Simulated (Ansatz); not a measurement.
## Geometry relaxation, with input and output: Al

The run: geometry relaxation of Al (3 atoms in the cell). Method and program: DFT PBE, scalar-relativistic, plane waves, PAW (Ansatz 0.2.0).

The structure derives from an entry of the Crystallography Open Database. It belongs to a series of runs on one base structure; here: film's bulk on the substrate's plane, third vector and atoms relaxed.

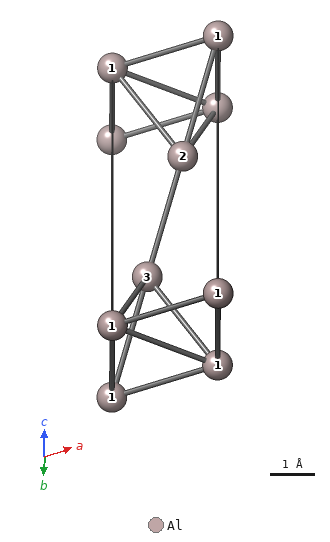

Figure 1. The structure as given in the input (ball-and-stick view of the reduced cell, seen at an oblique angle; atoms are numbered from 1 in the order of the input). Near neighbours in the crystal (not all of them lie inside the picture): Al has 12 Al at 2.76 to 2.94 Å.

The input
```yaml
crystal:
  lattice:
    - [5.0976115223, 0.0, 0.0]
    - [0.0, 7.2091113505, 0.0]
    - [-2.5488057611, 0.0, 1.3786557234]
  atoms:
    - { symbol: Al, position: [0.0, 0.0, 0.0] }
    - { symbol: Al, position: [0.3333333333, 0.6666666667, 0.0] }
    - { symbol: Al, position: [0.6666666667, 0.3333333333, 0.0] }
basis:
  ecutwfc: 420
kpoints:
  mp_grid: { grid: [7, 5, 24] }
hamiltonian:
  xc: pbe
scf:
  occupations: { method: gaussian, width: 0.1 }
output:
  forces: true
  stress: true
  eigenvalues: true
relax:
  adjacent_minimum: "off"
  f_tol: 0.01
  max_steps: 50
  cell: { fix: [a, b, gamma], stress_tol: 0.1 }
```

Run on 4 threads of Intel Xeon @ 2.50GHz (Skylake/Cascade Lake), 189 GiB of memory available, shared host.

Launched with:
```bash
ansatz run input.yaml --threads 4 --pin off --max-ram 10240MiB --backend cpu --events-out ev --progress --plain --runs-dir out
```

Log
```
Error: lattice basis is severely non-reduced: shortest translation is 2.7573 Å, but the {-1,0,1}³ search on the as-given basis sees 2.8978 Å — symmetry detection works on the as-given basis, and so does FFT-grid sizing under basis.fft_grid_basis: typed, and both would misbehave. In the place of this lattice type its Niggli-reduced vectors on the same Cartesian axes, the atoms on those, and anew each key that counts along a vector, names one or is in fractions of them (kpoints.mp_grid, say): crystal.lattice as [[-1.000000082740371e-10, 0.0, -2.7573114468], [-2.5488057611, 0.0, 1.3786557234], [0.0, 7.2091113505, 0.0]], beside which a position_ang stands as typed where every site is listed (a space_group stands on the vectors as typed: list the sites without space_group, setting, wyckoff and reduce_to_primitive, each atom with the label, spin and spin_axis that the deck lays on it (of what crystal.checkpoint laid, a slab's crystal.periodic is typed too, moments by species go under magnetization.per_species, and crystal.checkpoint is left out, with its crystal.structure_sha256), the indices of each constraint's lattice_plane and lattice_line anew on the vectors typed and, beside defects or a charge, the host under crystal.host (listed sites name none))
```

What the run reported

- outcome: refused by the program
- space group (tolerance 0.01 Å): Immm (71)

The program refused the input: “lattice basis is severely non-reduced: shortest translation is 2.7573 Å, but the {-1,0,1}³ search on the as-given basis sees 2.8978 Å — symmetry detection works on the as-given basis, and so does FFT-grid sizing under basis.fft_grid_basis: typed, and both would misbehave …”
